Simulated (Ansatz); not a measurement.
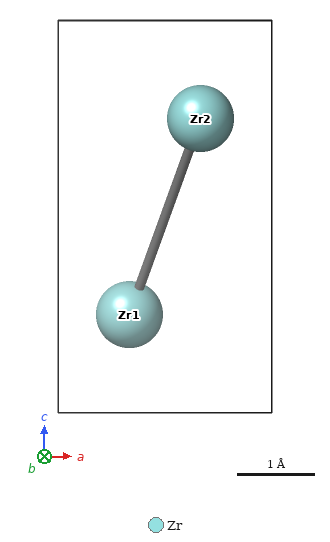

The starting structure (ball-and-stick view of the cell of the calculation, along the b axis; atoms are numbered from 1 in the order of the input).

Zr: geometry relaxation (part 1 of 2)

Zr (P6₃/mmc, 2 atoms in the cell), computed with DFT PBE+D3(BJ), scalar-relativistic, plane waves, PAW, no spin polarisation (Ansatz 0.2.0).

The structure derives from an entry of the Crystallography Open Database. Figures and captions count atoms from 1; the log counts them from 0 in places.

Log:
```
Engine: ansatz 0.2.0, x86_64-unknown-linux-gnu
Pseudopotentials: kind: paw
Pseudopotential: Zr, paw, valence charge 12, recommended cutoff 420 eV (normal), Zr.paw.azcp
Functional definition: PBE
  parameter kappa = 0.804
  parameter beta = 0.06672455060314922
  exchange = pbe_x(kappa = kappa, mu = beta*pi^2/3)
  correlation = pbe_c(beta = beta)
Crystal: 2 atoms, lattice volume = 46.562 Å³
Basis set: ecut = 420 eV, 929 PW (Γ), exchange–correlation on 48×48×72 points (8 copies of the dense FFT grid, shifted against one another)
Bands: 16, of which v1, the nominal top of the filled ones, is band 12 counted from 1 (11 counted from 0)
Symmetry: 24 space group operations
Space group: P63/mmc (ITA 194), of the structure as read, at distance tolerance 3.6e-5 Å
k-points: 185 of 2592
Non-local potential: Zr, projectors of the file, l = 0: 3, l = 1: 2, l = 2: 2, l = 3: 2
PAW form: soft (Blöchl's): semilocal exchange-correlation on the pseudo side does not see the compensation charge
PAW one-centre angular grid: Zr, 590 points (default); XC on 64 Gauss nodes
Initial density: superposition of atomic densities (neutral atoms: chi_scale 0, normalization atom), corrected by the library's trained network
Initial wavefunctions: pseudopotential atomic-orbital guess
Functional: x = pbe(κ = 0.804, μ = 0.2195149727645171), c = pbe(β = 0.06672455060314922)
SCF iter   1: F=—  HF=-8368.733386 eV  |F-HF|=—  |Δ(HF+E_count)|=         —  Δρ=3.12e-3  dr2=1.87e-3  ethr=1.77e-3  ⟨swp⟩=4.8  Hψ=12554  notcnv=0
preconditioner: auto → Kerker (q_TF=auto, 2.443 Å⁻¹)  [metal: Δε(μ)=0.022 eV  Ē_g=3.140 eV  σ=0.100 eV  W_gap=0.12  n_scr=10 (ndim 8)  ℏωp=15.4 eV  f_vac=0.000  D(μ)=2.00/eV (n_scr^D=22)]
SCF iter   2: F=—  HF=-8368.732614 eV  |F-HF|=—  |Δ(HF+E_count)|=   7.72e-4  Δρ=1.87e-3  dr2=7.23e-4  ethr=7.80e-6  ⟨swp⟩=2.8  Hψ=6479  notcnv=0
SCF iter   3: F=—  HF=-8368.732948 eV  |F-HF|=—  |Δ(HF+E_count)|=   3.34e-4  Δρ=2.88e-4  dr2=2.80e-5  ethr=3.01e-6  ⟨swp⟩=2.9  Hψ=5145  notcnv=0
SCF iter   4: F=—  HF=-8368.732939 eV  |F-HF|=—  |Δ(HF+E_count)|=   9.53e-6  Δρ=1.01e-4  dr2=3.88e-6  ethr=1.17e-7  ⟨swp⟩=2.7  Hψ=4875  notcnv=0
iter 5 did not close the SCF: its close was put off for the readings that it lacked (scf_convergence_deferred on its scf_iter line)
SCF iter   5: F=-8368.732939 eV  HF=-8368.732939 eV  |F-HF|=5.95e-9  |Δ(HF+E_count)|=   1.81e-7  Δρ=1.42e-5  dr2=6.19e-8  ethr=1.62e-8  ⟨swp⟩=3.0  Hψ=5236  notcnv=0
SCF iter   6: F=-8368.732939 eV  HF=-8368.732939 eV  |F-HF|=7.97e-10  |Δ(HF+E_count)|=   1.60e-8  Δρ=2.85e-6  dr2=2.81e-9  ethr=2.58e-10  ⟨swp⟩=5.0  Hψ=16148  notcnv=0
SCF 1 converged in 6 iterations: F = -8368.732939 eV  dr2 = 2.81e-9
  greatest PAW one-centre occupation: 0.996 electrons in one spin orbital (limit 2), on the Zr atom at site 1 (counted from 0), in its partial waves of l = 0
relax step   1: F+E_penalty+E_count = -8368.73293852 eV  Δ(F+E_penalty+E_count) = +0.000e0 eV  max|allowed force component| = 3.354e-17 eV/Å  Δτ_max = 0.0000 Å  P = -3.322 GPa  Ω = 46.562 Å³  (6 SCF iters, dr2 threshold 1.00e-7 eV, accepted)
Crystal: 2 atoms, lattice volume = 43.134 Å³
Basis set: ecut = 420 eV, 845 PW (Γ), exchange–correlation on 48×48×72 points (8 copies of the dense FFT grid, shifted against one another)
Initial density: handed on by an earlier stage of this run
Initial wavefunctions: those handed on with the density
iter 1 solved again at ethr=2.09e-6 eV; its pass at ethr=3.10e-3 eV (dr2=5.02e-4 eV) is discarded
SCF iter   1: F=—  HF=-8368.728126 eV  |F-HF|=—  |Δ(HF+E_count)|=         —  Δρ=1.40e-3  dr2=3.60e-4  ethr=2.09e-6  ⟨swp⟩=2.1  Hψ=21796  notcnv=0
preconditioner: auto → none  [metal: Δε(μ)=0.010 eV  Ē_g=3.350 eV  σ=0.100 eV  W_gap=0.06  n_scr=8 (ndim 8)  ℏωp=16.0 eV  f_vac=0.000  D(μ)=2.19/eV (n_scr^D=22)]
SCF iter   2: F=—  HF=-8368.728185 eV  |F-HF|=—  |Δ(HF+E_count)|=   5.88e-5  Δρ=5.71e-4  dr2=4.74e-5  ethr=1.50e-6  ⟨swp⟩=3.0  Hψ=5235  notcnv=0
SCF iter   3: F=—  HF=-8368.728236 eV  |F-HF|=—  |Δ(HF+E_count)|=   5.10e-5  Δρ=1.13e-4  dr2=1.86e-6  ethr=1.98e-7  ⟨swp⟩=2.9  Hψ=5121  notcnv=0
iter 4 did not close the SCF: its close was put off for the readings that it lacked (scf_convergence_deferred on its scf_iter line)
SCF iter   4: F=-8368.728239 eV  HF=-8368.728239 eV  |F-HF|=2.36e-9  |Δ(HF+E_count)|=   3.05e-6  Δρ=7.93e-6  dr2=8.00e-9  ethr=7.73e-9  ⟨swp⟩=2.0  Hψ=5139  notcnv=0
iter 5 did not close the SCF: its close was put off for the readings that it lacked (scf_convergence_deferred on its scf_iter line)
SCF iter   5: F=-8368.728239 eV  HF=-8368.728239 eV  |F-HF|=1.82e-12  |Δ(HF+E_count)|=   2.86e-9  Δρ=6.59e-7  dr2=8.57e-11  ethr=3.33e-11  ⟨swp⟩=2.8  Hψ=5264  notcnv=0
SCF iter   6: F=-8368.728239 eV  HF=-8368.728239 eV  |F-HF|=3.64e-12  |Δ(HF+E_count)|=  1.46e-11  Δρ=1.36e-7  dr2=3.70e-12  ethr=1.00e-12  ⟨swp⟩=4.1  Hψ=13384  notcnv=0
SCF 2 converged in 6 iterations: F = -8368.728239 eV  dr2 = 3.70e-12
relax step   2: F+E_penalty+E_count = -8368.72823919 eV  Δ(F+E_penalty+E_count) = +4.699e-3 eV  max|allowed force component| = 2.776e-17 eV/Å  Δτ_max = 0.0000 Å  P = +4.236 GPa  Ω = 43.134 Å³  energy of the carried Pulay correction = +4.018e-4 eV  (6 SCF iters, dr2 threshold 2.00e-7 eV, rejected (line search))
Crystal: 2 atoms, lattice volume = 44.977 Å³
Basis set: ecut = 420 eV, 881 PW (Γ), exchange–correlation on 48×48×72 points (8 copies of the dense FFT grid, shifted against one another)
iter 1 solved again at ethr=4.78e-7 eV; its pass at ethr=3.10e-3 eV (dr2=1.15e-4 eV) is discarded
SCF iter   1: F=—  HF=-8368.750868 eV  |F-HF|=—  |Δ(HF+E_count)|=         —  Δρ=7.94e-4  dr2=1.29e-4  ethr=4.78e-7  ⟨swp⟩=2.5  Hψ=21498  notcnv=0
preconditioner: auto → none  [metal: Δε(μ)=0.013 eV  Ē_g=3.232 eV  σ=0.100 eV  W_gap=0.07  n_scr=8 (ndim 8)  ℏωp=15.7 eV  f_vac=0.000  D(μ)=2.13/eV (n_scr^D=22)]
SCF iter   2: F=—  HF=-8368.750884 eV  |F-HF|=—  |Δ(HF+E_count)|=   1.59e-5  Δρ=3.14e-4  dr2=1.52e-5  ethr=4.78e-7  ⟨swp⟩=2.4  Hψ=5067  notcnv=0
SCF iter   3: F=—  HF=-8368.750897 eV  |F-HF|=—  |Δ(HF+E_count)|=   1.24e-5  Δρ=6.97e-5  dr2=7.65e-7  ethr=6.35e-8  ⟨swp⟩=2.7  Hψ=5173  notcnv=0
SCF iter   4: F=—  HF=-8368.750897 eV  |F-HF|=—  |Δ(HF+E_count)|=   8.74e-7  Δρ=4.51e-6  dr2=2.84e-9  ethr=3.19e-9  ⟨swp⟩=2.0  Hψ=5108  notcnv=0
SCF iter   5: F=—  HF=-8368.750897 eV  |F-HF|=—  |Δ(HF+E_count)|=   1.03e-9  Δρ=5.37e-7  dr2=8.09e-11  ethr=1.18e-11  ⟨swp⟩=2.8  Hψ=5302  notcnv=0
SCF iter   6: F=-8368.750897 eV  HF=-8368.750897 eV  |F-HF|=0.00e0  |Δ(HF+E_count)|=  3.64e-12  Δρ=9.79e-8  dr2=1.79e-12  ethr=1.00e-12  ⟨swp⟩=5.0  Hψ=12729  notcnv=0
SCF 3 converged in 6 iterations: F = -8368.750897 eV  dr2 = 1.79e-12
relax step   3: F+E_penalty+E_count = -8368.75089741 eV  Δ(F+E_penalty+E_count) = -1.796e-2 eV  max|allowed force component| = 5.089e-17 eV/Å  Δτ_max = 0.0000 Å  P = -0.138 GPa  Ω = 44.977 Å³  energy of the carried Pulay correction = +1.814e-4 eV  (6 SCF iters, accepted)
Crystal: 2 atoms, lattice volume = 44.904 Å³
Basis set: ecut = 420 eV, 857 PW (Γ), exchange–correlation on 48×48×72 points (8 copies of the dense FFT grid, shifted against one another)
iter 1 solved again at ethr=3.02e-9 eV; its pass at ethr=3.10e-3 eV (dr2=7.26e-7 eV) is discarded
SCF iter   1: F=—  HF=-8368.750973 eV  |F-HF|=—  |Δ(HF+E_count)|=         —  Δρ=6.09e-5  dr2=8.21e-7  ethr=3.02e-9  ⟨swp⟩=3.0  Hψ=19927  notcnv=0
preconditioner: auto → none  [metal: Δε(μ)=0.004 eV  Ē_g=3.237 eV  σ=0.100 eV  W_gap=0.02  n_scr=8 (ndim 8)  ℏωp=15.7 eV  f_vac=0.000  D(μ)=2.13/eV (n_scr^D=22)]
SCF iter   2: F=—  HF=-8368.750966 eV  |F-HF|=—  |Δ(HF+E_count)|=   6.56e-6  Δρ=2.78e-5  dr2=1.29e-7  ethr=3.02e-9  ⟨swp⟩=1.7  Hψ=3449  notcnv=0
iter 3 did not close the SCF: its close was put off for the readings that it lacked (scf_convergence_deferred on its scf_iter line)
SCF iter   3: F=-8368.750966 eV  HF=-8368.750966 eV  |F-HF|=1.44e-9  |Δ(HF+E_count)|=   2.68e-8  Δρ=3.89e-6  dr2=2.01e-9  ethr=5.38e-10  ⟨swp⟩=1.8  Hψ=3526  notcnv=0
iter 4 did not close the SCF: its close was put off for the readings that it lacked (scf_convergence_deferred on its scf_iter line)
SCF iter   4: F=-8368.750966 eV  HF=-8368.750966 eV  |F-HF|=3.46e-11  |Δ(HF+E_count)|=   1.51e-9  Δρ=5.14e-7  dr2=4.52e-11  ethr=8.37e-12  ⟨swp⟩=2.9  Hψ=5191  notcnv=0
iter 5 did not close the SCF: its close was put off for the readings that it lacked (scf_convergence_deferred on its scf_iter line)
SCF iter   5: F=-8368.750966 eV  HF=-8368.750966 eV  |F-HF|=0.00e0  |Δ(HF+E_count)|=  4.00e-11  Δρ=5.96e-8  dr2=1.03e-12  ethr=1.00e-12  ⟨swp⟩=1.0  Hψ=2966  notcnv=0
SCF iter   6: F=-8368.750966 eV  HF=-8368.750966 eV  |F-HF|=0.00e0  |Δ(HF+E_count)|=    0.00e0  Δρ=9.38e-9  dr2=1.87e-14  ethr=1.00e-12  ⟨swp⟩=3.4  Hψ=11247  notcnv=0
SCF 4 converged in 6 iterations: F = -8368.750966 eV  dr2 = 1.87e-14
relax step   4: F+E_penalty+E_count = -8368.75096640 eV  Δ(F+E_penalty+E_count) = -6.899e-5 eV  max|allowed force component| = 7.401e-17 eV/Å  Δτ_max = 0.0000 Å  P = +0.014 GPa  Ω = 44.904 Å³  energy of the carried Pulay correction = +1.897e-4 eV  (6 SCF iters, dr2 threshold 1.00e-7 eV, accepted)
Crystal: 2 atoms, lattice volume = 44.907 Å³
iter 1 solved again at ethr=7.18e-10 eV; its pass at ethr=3.10e-3 eV (dr2=1.72e-7 eV) is discarded
SCF iter   1: F=—  HF=-8368.750978 eV  |F-HF|=—  |Δ(HF+E_count)|=         —  Δρ=2.97e-5  dr2=2.43e-7  ethr=7.18e-10  ⟨swp⟩=3.0  Hψ=19826  notcnv=0
preconditioner: auto → none  [metal: Δε(μ)=0.005 eV  Ē_g=3.237 eV  σ=0.100 eV  W_gap=0.03  n_scr=8 (ndim 8)  ℏωp=15.7 eV  f_vac=0.000  D(μ)=2.14/eV (n_scr^D=22)]
SCF iter   2: F=—  HF=-8368.750972 eV  |F-HF|=—  |Δ(HF+E_count)|=   6.43e-6  Δρ=1.37e-5  dr2=3.30e-8  ethr=7.18e-10  ⟨swp⟩=2.3  Hψ=3871  notcnv=0
iter 3 did not close the SCF: its close was put off for the readings that it lacked (scf_convergence_deferred on its scf_iter line)
SCF iter   3: F=-8368.750972 eV  HF=-8368.750972 eV  |F-HF|=3.06e-10  |Δ(HF+E_count)|=  3.26e-10  Δρ=2.09e-6  dr2=5.68e-10  ethr=1.38e-10  ⟨swp⟩=1.8  Hψ=3477  notcnv=0
iter 4 did not close the SCF: its close was put off for the readings that it lacked (scf_convergence_deferred on its scf_iter line)
SCF iter   4: F=-8368.750972 eV  HF=-8368.750972 eV  |F-HF|=9.09e-12  |Δ(HF+E_count)|=  3.15e-10  Δρ=2.58e-7  dr2=1.06e-11  ethr=2.37e-12  ⟨swp⟩=2.2  Hψ=3801  notcnv=0
iter 5 did not close the SCF: its close was put off for the readings that it lacked (scf_convergence_deferred on its scf_iter line)
SCF iter   5: F=-8368.750972 eV  HF=-8368.750972 eV  |F-HF|=1.82e-12  |Δ(HF+E_count)|=  1.27e-11  Δρ=3.12e-8  dr2=2.32e-13  ethr=1.00e-12  ⟨swp⟩=1.0  Hψ=2960  notcnv=0
iter 6 did not close the SCF: its close was put off for the readings that it lacked (scf_convergence_deferred on its scf_iter line)
SCF iter   6: F=-8368.750972 eV  HF=-8368.750972 eV  |F-HF|=3.64e-12  |Δ(HF+E_count)|=  3.64e-12  Δρ=5.86e-9  dr2=1.48e-14  ethr=1.00e-12  ⟨swp⟩=1.0  Hψ=2960  notcnv=0
SCF iter   7: F=-8368.750972 eV  HF=-8368.750972 eV  |F-HF|=3.64e-12  |Δ(HF+E_count)|=  1.82e-12  Δρ=8.02e-10  dr2=5.28e-17  ethr=1.00e-12  ⟨swp⟩=2.8  Hψ=9253  notcnv=0
SCF 5 converged in 7 iterations: F = -8368.750972 eV  dr2 = 5.28e-17
relax step   5: F+E_penalty+E_count = -8368.75097172 eV  Δ(F+E_penalty+E_count) = -5.322e-6 eV  max|allowed force component| = 7.401e-17 eV/Å  Δτ_max = 0.0000 Å  P = +0.002 GPa  Ω = 44.907 Å³  energy of the carried Pulay correction = +1.892e-4 eV  (7 SCF iters, accepted)
Initial wavefunctions: pseudopotential atomic-orbital guess (no wavefunctions were taken with the density)
iter 1 solved again at ethr=6.29e-8 eV; its pass at ethr=3.10e-3 eV (dr2=1.51e-5 eV) is discarded
SCF iter   1: F=—  HF=-8368.750804 eV  |F-HF|=—  |Δ(HF+E_count)|=         —  Δρ=3.59e-5  dr2=6.48e-8  ethr=6.29e-8  ⟨swp⟩=3.7  Hψ=22196  notcnv=0
SCF iter   2: F=—  HF=-8368.750798 eV  |F-HF|=—  |Δ(HF+E_count)|=   5.93e-6  Δρ=1.77e-5  dr2=1.44e-8  ethr=2.70e-10  ⟨swp⟩=2.2  Hψ=5133  notcnv=0
SCF iter   3: F=—  HF=-8368.750798 eV  |F-HF|=—  |Δ(HF+E_count)|=   3.66e-8  Δρ=1.10e-6  dr2=1.15e-10  ethr=6.00e-11  ⟨swp⟩=3.0  Hψ=5299  notcnv=0
iter 4 did not close the SCF: its close was put off for the readings that it lacked (scf_convergence_deferred on its scf_iter line)
SCF iter   4: F=-8368.750798 eV  HF=-8368.750798 eV  |F-HF|=5.46e-12  |Δ(HF+E_count)|=  2.00e-10  Δρ=2.41e-7  dr2=5.76e-12  ethr=1.00e-12  ⟨swp⟩=3.0  Hψ=5302  notcnv=0
iter 5 did not close the SCF: its close was put off for the readings that it lacked (scf_convergence_deferred on its scf_iter line)
SCF iter   5: F=-8368.750798 eV  HF=-8368.750798 eV  |F-HF|=3.64e-12  |Δ(HF+E_count)|=  7.28e-12  Δρ=2.66e-8  dr2=6.29e-14  ethr=1.00e-12  ⟨swp⟩=1.0  Hψ=2960  notcnv=0
iter 6 did not close the SCF: its close was put off for the readings that it lacked (scf_convergence_deferred on its scf_iter line)
SCF iter   6: F=-8368.750798 eV  HF=-8368.750798 eV  |F-HF|=1.82e-12  |Δ(HF+E_count)|=    0.00e0  Δρ=2.06e-9  dr2=6.32e-16  ethr=1.00e-12  ⟨swp⟩=1.0  Hψ=2960  notcnv=0
iter 7 did not close the SCF: its close was put off for the readings that it lacked (scf_convergence_deferred on its scf_iter line)
SCF iter   7: F=-8368.750798 eV  HF=-8368.750798 eV  |F-HF|=1.82e-12  |Δ(HF+E_count)|=  3.64e-12  Δρ=4.36e-10  dr2=4.57e-17  ethr=1.00e-12  ⟨swp⟩=1.0  Hψ=2960  notcnv=0
SCF iter   8: F=-8368.750798 eV  HF=-8368.750798 eV  |F-HF|=0.00e0  |Δ(HF+E_count)|=  3.64e-12  Δρ=3.78e-11  dr2=2.99e-19  ethr=1.00e-12  ⟨swp⟩=2.0  Hψ=7508  notcnv=0
SCF 6 converged in 8 iterations: F = -8368.750798 eV  dr2 = 2.99e-19
relax step   6: F+E_penalty+E_count = -8368.75079790 eV  Δ(F+E_penalty+E_count) = +1.738e-4 eV  max|allowed force component| = 4.626e-17 eV/Å  Δτ_max = 0.0000 Å  P = -0.001 GPa  Ω = 44.907 Å³  stress off target by 3.16e-3 GPa  SCF on the basis re-selected at this cell (its energy is not comparable with the rows above)  (8 SCF iters)
```
